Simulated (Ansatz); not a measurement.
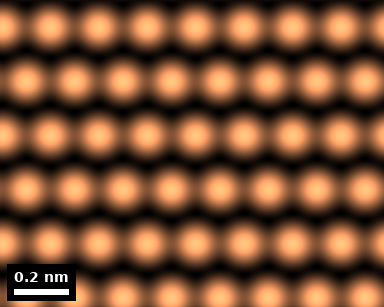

Z-contrast image of Lu. Simulated incoherent Z contrast: every atom adds Z^1.7 spread by a probe of 1.25 Å full width; channelling and multiple scattering are left out. The probe carries 15 % of its weight in a tail 2.5 times as wide. The display is stretched by a gamma of 0.8; percentages refer to the linear signal.

Q: Give the net of the columns and its spacings.

A: The pattern repeats on a centred rectangular net of 1.8 × 3.9 Å.

Q: Which plane group does this projection have?

A: c2mm: perpendicular mirror lines on a centred net, with further twofold points between them.

Q: How many columns does the smallest repeating cell hold, and how many levels of brightness?

A: 1 column in the primitive cell of 3.5 Å², all of one brightness.

The crystal is Lu (Im-3m, No. 229) seen along [210]. Structure: the geometry relaxed with Ansatz 0.2.0, DFT, revPBE, plane waves (420 eV) with PAW, scalar-relativistic; the starting structure was generated, so it need not be a known form of this composition.
